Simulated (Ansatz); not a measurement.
## ZnS: geometry relaxation (part 2 of 3)

Continued. System: ZnS (slab, 16 atoms in the cell). Method: DFT PBE+D3(BJ), scalar-relativistic, plane waves, PAW, no spin polarisation (Ansatz 0.2.0); cutoff 420 eV, 2×3×1 k-mesh, Gaussian smearing of 0.05 eV. The structure derives from an entry of the Crystallography Open Database. The input holds or restrains some coordinates. Forces given for the steps count only the free coordinates. It belongs to a series of runs on one base structure; here: clean slab, lower planes held.

Geometry of the input (Å; fractional positions):
```
7.5879  0.0000  0.0000
0.0000  6.2355  0.0000
0.0000  0.0000  20.3809
Zn 0.5000  0.9944  0.3925
Zn 0.0000  0.9944  0.3925
S  0.5000  0.6206  0.3925
S  0.0000  0.6206  0.3925
Zn 0.7500  0.4944  0.4463
Zn 0.2500  0.4944  0.4463
S  0.7500  0.1206  0.4463
S  0.2500  0.1206  0.4463
Zn 0.7500  0.9944  0.5537
Zn 0.2500  0.9944  0.5537
S  0.7500  0.6206  0.5537
S  0.2500  0.6206  0.5537
Zn 0.0000  0.4944  0.6075
Zn 0.5000  0.4944  0.6075
S  0.0000  0.1206  0.6075
S  0.5000  0.1206  0.6075
```

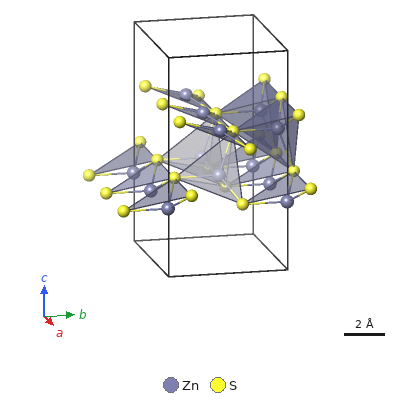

The geometry at step 5 of the log (polyhedral view of the cell of the calculation, with the vacuum cut short, seen slightly off an axis; polyhedra are completed across the faces of the cell).

The program's output, continued
```
SCF iter   1: F=—  HF=-33782.019233 eV  |F-HF|=—  |Δ(HF+E_count)|=         —  Δρ=3.17e-3  dr2=8.91e-2  ethr=7.11e-4  p=-0.117 e·Å  D=-2.19e-2 V/Å  ΔV_dip=0.45 eV  dr2_dipole=1.97e-4  V_vac-E_F(+/−)=4.79/4.34 eV  ⟨swp⟩=4.2  Hψ=1212  notcnv=0  defer=35
efield: sawtooth ramp at fractional position 0.9800 (handed on by an earlier solve), width 0.0400; the density the first Hamiltonian is built on has a dipole p = -0.117 e·Å; the dipole correction subtracts the counter field D = -2.19e-2 V/Å, which shifts the + side's vacuum level by +0.45 eV against the − side's; the planar-averaged density in the ramp window peaks in size at 1.4e-6 e/Å³
preconditioner: auto → Resta (q_TF=auto, 1.987 Å⁻¹)  ε∞=3.0  [insulator: Δε(μ)=1.662 eV  Ē_g=10.057 eV  σ=0.050 eV  W_gap=1.00  n_scr=118 (ndim 8)  ℏωp=14.3 eV  f_vac=0.633  D(μ)=0.00/eV (n_scr^D=0)  ε∞_Penn≈3.0  vacuum switching on, ρ_ref=7.3e-3 e/Å³]
SCF iter   2: F=—  HF=-33782.006237 eV  |F-HF|=—  |Δ(HF+E_count)|=   1.30e-2  Δρ=1.70e-3  dr2=2.09e-2  ethr=6.19e-5  p=-0.125 e·Å  D=-2.35e-2 V/Å  ΔV_dip=0.48 eV  dr2_dipole=6.94e-5  V_vac-E_F(+/−)=4.83/4.35 eV  ⟨swp⟩=2.0  Hψ=476  notcnv=0  defer=36
SCF iter   3: F=—  HF=-33782.006065 eV  |F-HF|=—  |Δ(HF+E_count)|=   1.72e-4  Δρ=4.71e-4  dr2=2.07e-3  ethr=1.45e-5  p=-0.136 e·Å  D=-2.55e-2 V/Å  ΔV_dip=0.52 eV  dr2_dipole=1.81e-5  V_vac-E_F(+/−)=4.87/4.35 eV  ⟨swp⟩=2.0  Hψ=584  notcnv=0  defer=36
SCF iter   4: F=—  HF=-33782.005711 eV  |F-HF|=—  |Δ(HF+E_count)|=   3.54e-4  Δρ=2.56e-4  dr2=4.03e-4  ethr=1.44e-6  p=-0.139 e·Å  D=-2.62e-2 V/Å  ΔV_dip=0.53 eV  dr2_dipole=1.85e-6  V_vac-E_F(+/−)=4.89/4.35 eV  ⟨swp⟩=2.0  Hψ=574  notcnv=0  defer=36
SCF iter   5: F=—  HF=-33782.005585 eV  |F-HF|=—  |Δ(HF+E_count)|=   1.26e-4  Δρ=5.33e-5  dr2=3.34e-5  ethr=2.80e-7  p=-0.141 e·Å  D=-2.65e-2 V/Å  ΔV_dip=0.54 eV  dr2_dipole=1.08e-7  V_vac-E_F(+/−)=4.89/4.35 eV  ⟨swp⟩=2.0  Hψ=579  notcnv=0  defer=36
SCF iter   6: F=-33782.005603 eV  HF=-33782.005604 eV  |F-HF|=1.22e-6  |Δ(HF+E_count)|=   1.88e-5  Δρ=1.90e-5  dr2=5.57e-6  ethr=1.28e-8  p=-0.142 e·Å  D=-2.66e-2 V/Å  ΔV_dip=0.54 eV  dr2_dipole=5.83e-7  V_vac-E_F(+/−)=4.90/4.35 eV  ⟨swp⟩=19.8  Hψ=3963  notcnv=0
SCF 4 converged in 6 iterations: F = -33782.005603 eV  dr2 = 5.57e-6
relax step   4: F+E_penalty+E_count = -33782.00560271 eV  Δ(F+E_penalty+E_count) = -6.046e-2 eV  max|allowed force component| = 6.594e-2 eV/Å  Δτ_max = 0.1777 Å  (6 SCF iters, dr2 threshold 1.84e-5 eV, accepted)
SCF iter   1: F=—  HF=-33782.008195 eV  |F-HF|=—  |Δ(HF+E_count)|=         —  Δρ=6.63e-4  dr2=3.44e-3  ethr=2.34e-5  p=-0.142 e·Å  D=-2.66e-2 V/Å  ΔV_dip=0.54 eV  dr2_dipole=3.91e-5  V_vac-E_F(+/−)=4.89/4.35 eV  ⟨swp⟩=3.0  Hψ=826  notcnv=0  defer=38
efield: sawtooth ramp at fractional position 0.9800 (handed on by an earlier solve), width 0.0400; the density the first Hamiltonian is built on has a dipole p = -0.142 e·Å; the dipole correction subtracts the counter field D = -2.66e-2 V/Å, which shifts the + side's vacuum level by +0.54 eV against the − side's; the planar-averaged density in the ramp window peaks in size at 1.3e-6 e/Å³
preconditioner: auto → Resta (q_TF=auto, 1.987 Å⁻¹)  ε∞=3.0  [insulator: Δε(μ)=1.670 eV  Ē_g=10.071 eV  σ=0.050 eV  W_gap=1.00  n_scr=118 (ndim 8)  ℏωp=14.3 eV  f_vac=0.631  D(μ)=0.00/eV (n_scr^D=0)  ε∞_Penn≈3.0  vacuum switching on, ρ_ref=7.4e-3 e/Å³]
SCF iter   2: F=—  HF=-33782.007744 eV  |F-HF|=—  |Δ(HF+E_count)|=   4.51e-4  Δρ=3.53e-4  dr2=8.10e-4  ethr=2.39e-6  p=-0.145 e·Å  D=-2.73e-2 V/Å  ΔV_dip=0.56 eV  dr2_dipole=6.80e-8  V_vac-E_F(+/−)=4.91/4.35 eV  ⟨swp⟩=2.0  Hψ=444  notcnv=0  defer=38
SCF iter   3: F=—  HF=-33782.007721 eV  |F-HF|=—  |Δ(HF+E_count)|=   2.23e-5  Δρ=9.85e-5  dr2=1.24e-4  ethr=5.63e-7  p=-0.145 e·Å  D=-2.71e-2 V/Å  ΔV_dip=0.55 eV  dr2_dipole=1.59e-5  V_vac-E_F(+/−)=4.91/4.35 eV  ⟨swp⟩=2.0  Hψ=570  notcnv=0  defer=38
SCF iter   4: F=—  HF=-33782.007696 eV  |F-HF|=—  |Δ(HF+E_count)|=   2.54e-5  Δρ=3.63e-5  dr2=8.82e-6  ethr=8.63e-8  p=-0.147 e·Å  D=-2.76e-2 V/Å  ΔV_dip=0.56 eV  dr2_dipole=5.56e-10  V_vac-E_F(+/−)=4.91/4.35 eV  ⟨swp⟩=2.0  Hψ=585  notcnv=0  defer=38
SCF iter   5: F=—  HF=-33782.007613 eV  |F-HF|=—  |Δ(HF+E_count)|=   8.33e-5  Δρ=1.17e-5  dr2=1.41e-6  ethr=6.12e-9  p=-0.147 e·Å  D=-2.76e-2 V/Å  ΔV_dip=0.56 eV  dr2_dipole=2.15e-8  V_vac-E_F(+/−)=4.91/4.35 eV  ⟨swp⟩=2.0  Hψ=582  notcnv=0  defer=38
SCF iter   6: F=—  HF=-33782.007613 eV  |F-HF|=—  |Δ(HF+E_count)|=   3.98e-7  Δρ=4.36e-6  dr2=1.95e-7  ethr=9.80e-10  p=-0.147 e·Å  D=-2.76e-2 V/Å  ΔV_dip=0.56 eV  dr2_dipole=1.73e-8  V_vac-E_F(+/−)=4.91/4.35 eV  ⟨swp⟩=2.0  Hψ=586  notcnv=0  defer=38
SCF iter   7: F=-33782.007613 eV  HF=-33782.007613 eV  |F-HF|=2.84e-9  |Δ(HF+E_count)|=   1.97e-7  Δρ=1.31e-6  dr2=3.19e-8  ethr=6.94e-11  p=-0.147 e·Å  D=-2.76e-2 V/Å  ΔV_dip=0.56 eV  dr2_dipole=9.45e-10  V_vac-E_F(+/−)=4.91/4.35 eV  ⟨swp⟩=18.2  Hψ=2937  notcnv=0
SCF 5 converged in 7 iterations: F = -33782.007613 eV  dr2 = 3.19e-8
relax step   5: F+E_penalty+E_count = -33782.00761324 eV  Δ(F+E_penalty+E_count) = -2.011e-3 eV  max|allowed force component| = 1.567e-2 eV/Å  Δτ_max = 0.0282 Å  (7 SCF iters, accepted)
```

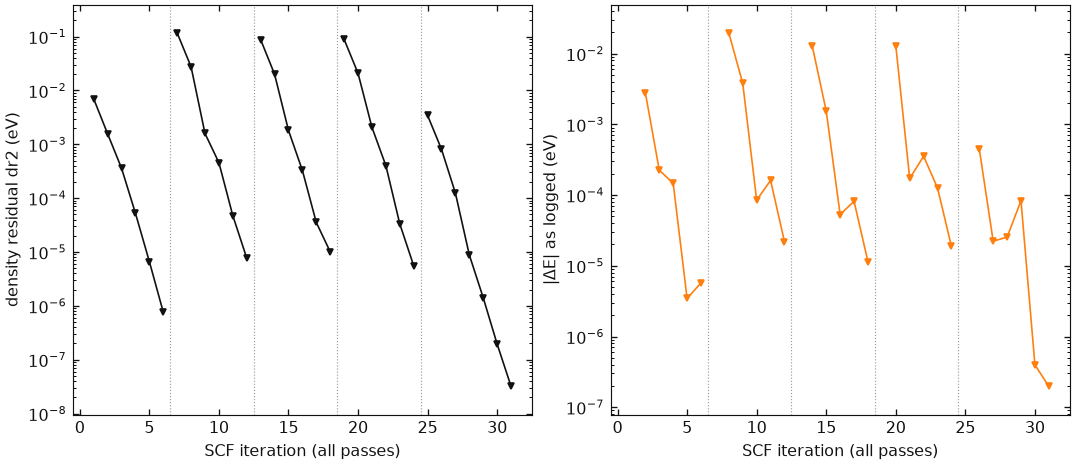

Convergence of the self-consistent field: density residual dr2 and size of the energy change against the SCF iteration. The dotted lines part the SCF passes of the relaxation: geometry steps, rejected trials and re-solves on a re-selected basis. The 5 passes take 6 to 7 iterations each, 31 in all.

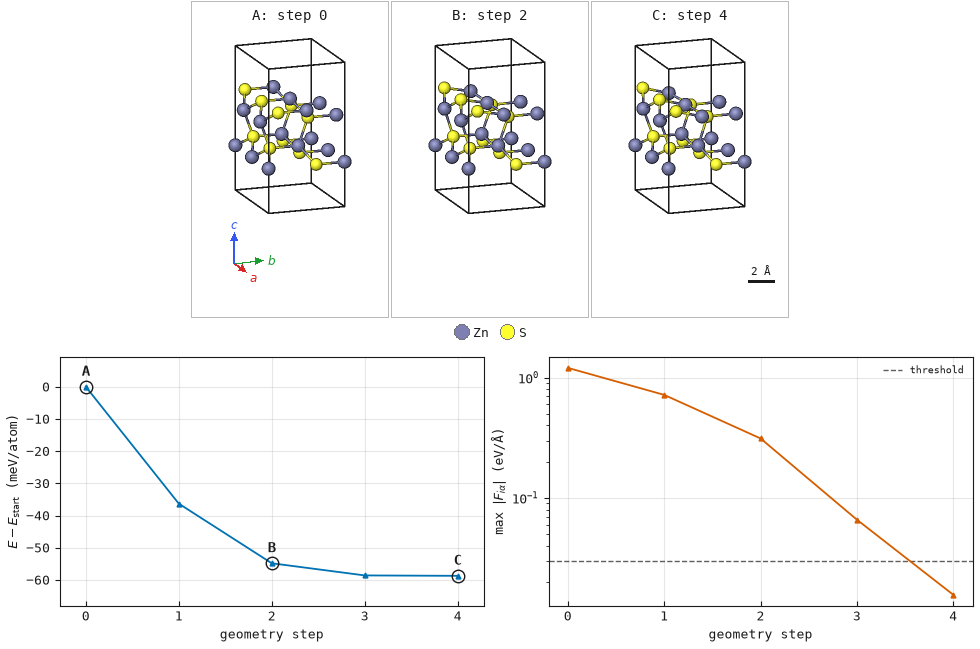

Frames of the restrained relaxation (ball-and-stick view of the cell of the calculation, with the vacuum cut short (origin shifted), seen slightly off an axis) above the curves, on which the letters mark them (the first geometry is step 0 here and step 1 in the log).

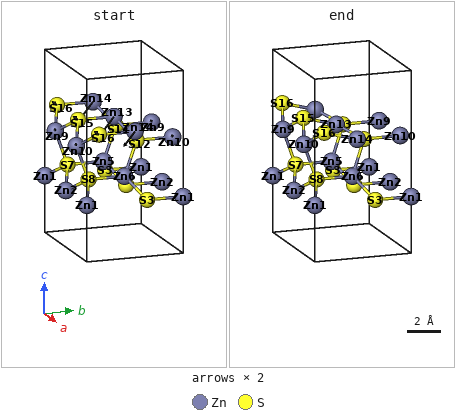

Before (left) and after (right) the restrained relaxation, at one scale (ball-and-stick view of the cell of the calculation, with the vacuum cut short (origin shifted), seen slightly off an axis). The black arrows give the displacements, magnified 2 times. After 4 geometry steps the energy has fallen by 58.7 meV per atom. Largest force component: 1.2 eV/Å at the start, 0.016 eV/Å at the end. The largest moves, 0.59 Å, are those of Zn13 and Zn14. Largest moves by element: Zn 0.59 Å, S 0.22 Å. The cell doesn't change. Among the contacts that change: Zn13–S15 2.331 → 2.210 Å, S7–Zn9 2.328 → 2.429 Å, S11–Zn13 2.328 → 2.268 Å, Zn5–S11 2.328 → 2.383 Å. Among the angles that change: Zn6–S12–Zn13 109.2° → 94.9°, S11–Zn14–S16 109.8° → 122.5°, Zn9–S16–Zn14 109.8° → 97.9°. (Atoms are counted from 1 in the order of the input.)

```
SCF converged after 7 iterations
Free energy (F): -33782.007613 eV
Harris-Foulkes:  -33782.007613 eV  (|F-HF|=2.84e-9)
Internal energy: -33782.007613 eV  (E = F + TS)
E sigma→0 (E₀):  -33782.007613 eV
Fermi energy:    -0.903943 eV
Dipole field:    D = -0.027594 V/Å  (p = -0.147048 e·Å, saw-weighted, corrected)
Work function:   Φ+ = 4.9148 eV   Φ− = 4.3525 eV
Levels:          The Fermi level and band energies are counted from a zero that moves with the ramp; work functions are not
--- Per-component energies (eV) ---
  E_band       = -1056.413657
  E_kinetic    = 1900.379651
  E_local      = -83572.792902  (includes V_loc(G=0)·N_el)
  E_nonlocal   = 5141.665742
  E_hartree    = 39900.962042
  E_xc         = -1871.090690
  E_vxc        = -1110.373126  (∫ρ·V_xc dr)
  E_paw        = -19427.066737  (= ΣΔE_a)
  E_vpaw       = -3217.071166  (= ΣTr[D̂ρ^β])
  E_aug_tail   = -0.002905  (compensation charges beyond the density's cutoff)
  E_efield     = 0.002029  (sawtooth field / dipole correction)
  E_vefield    = -0.163842  (∫n·V_field dr)
  E_ewald      = 24149.416274
  E_disp       = -3.480118  (pairwise vdW)
  E_smearing   = -0.000000  (= −TS)
  E_closure    = -0.000000  (closes the sum)
  Σ components = -33782.007613   (vs F -33782.007613, Δ=0.00e0)
--- Forces (eV/Å), atoms counted from 1 ---
  atom   1  Zn     0.00000000    -0.94891439     1.21597445
  atom   2  Zn     0.00000000    -0.94891439     1.21597445
  atom   3  S      0.00000000     0.26008490    -0.33809434
  atom   4  S      0.00000000     0.26008490    -0.33809434
  atom   5  Zn     0.00000000     0.58462824    -0.32526175
  atom   6  Zn     0.00000000     0.58462824    -0.32526175
  atom   7  S      0.00000000     0.10553050    -0.55222917
  atom   8  S      0.00000000     0.10553050    -0.55222917
  atom   9  Zn     0.00000000    -0.01487009     0.00710011
  atom  10  Zn     0.00000000    -0.01487009     0.00710011
  atom  11  S     -0.00000000     0.01566767    -0.00255140
  atom  12  S     -0.00000000     0.01566767    -0.00255140
  atom  13  Zn     0.00000000    -0.00579344     0.00155549
  atom  14  Zn     0.00000000    -0.00579344     0.00155549
  atom  15  S      0.00000000     0.00369765    -0.00651153
  atom  16  S      0.00000000     0.00369765    -0.00651153
  max |Σ_I F_I| component: 6.21e-5 eV/Å
--- Band table (eV) ---
  k-point 0: bands = ["-14.8887", "-14.4232", "-14.3352", "-14.0231", "-13.6972", "-13.5008", "-13.2642", "-13.0470", "-8.4817", "-8.4554", "-8.4294", "-8.3781", "-8.3540", "-8.3322", "-8.2778", "-8.2739", "-8.2516", "-8.1993", "-8.1837", "-8.1824", "-8.1657", "-8.1639", "-8.1442", "-8.1219", "-8.1153", "-8.0952", "-8.0795", "-8.0558", "-7.9294", "-7.8806", "-7.8426", "-7.7890", "-7.7858", "-7.7767", "-7.7613", "-7.7368", "-7.6654", "-7.6624", "-7.6284", "-7.6258", "-7.6208", "-7.5900", "-7.4843", "-7.4695", "-7.4668", "-7.4511", "-7.4356", "-7.3767", "-6.9183", "-6.3139", "-6.3128", "-6.1486", "-6.1461", "-5.4827", "-5.3600", "-5.2082", "-4.6401", "-4.5429", "-4.1580", "-4.0445", "-3.8281", "-3.7299", "-3.1724", "-3.1237", "-3.0001", "-2.9927", "-2.8702", "-2.4601", "-2.4343", "-2.1891", "-2.1070", "-1.7400", "-0.0679", "0.6280", "1.2018", "1.9484", "2.0158", "2.2035", "2.4298", "2.6939", "2.8202", "3.0832", "3.1709", "3.5299", "3.5844", "3.8265", "4.1912", "4.3997"]
  k-point 1: bands = ["-14.7275", "-14.4573", "-14.2542", "-14.0924", "-13.7985", "-13.4887", "-13.3516", "-13.0315", "-8.4853", "-8.4637", "-8.4535", "-8.4190", "-8.4083", "-8.3293", "-8.3276", "-8.3229", "-8.2789", "-8.2340", "-8.2269", "-8.1606", "-8.1536", "-8.1434", "-8.1393", "-8.1238", "-8.1179", "-8.0974", "-8.0772", "-8.0625", "-7.9438", "-7.9112", "-7.8599", "-7.8523", "-7.7958", "-7.7894", "-7.7714", "-7.7654", "-7.7283", "-7.7250", "-7.7212", "-7.6441", "-7.6393", "-7.5978", "-7.5166", "-7.5061", "-7.4994", "-7.4878", "-7.4463", "-7.3974", "-6.6305", "-6.5362", "-6.3143", "-6.1035", "-6.0762", "-5.7970", "-5.1990", "-4.2861", "-4.2845", "-4.0490", "-3.7833", "-3.7588", "-3.5403", "-3.4811", "-3.3801", "-3.2140", "-3.0940", "-3.0536", "-2.9511", "-2.6897", "-2.4222", "-2.3922", "-2.2462", "-2.0135", "0.4078", "0.5254", "1.5424", "1.9124", "1.9371", "2.0194", "2.1775", "2.7553", "2.7738", "2.7792", "3.0597", "3.5540", "3.6266", "3.7637", "3.8512", "4.0084"]
```
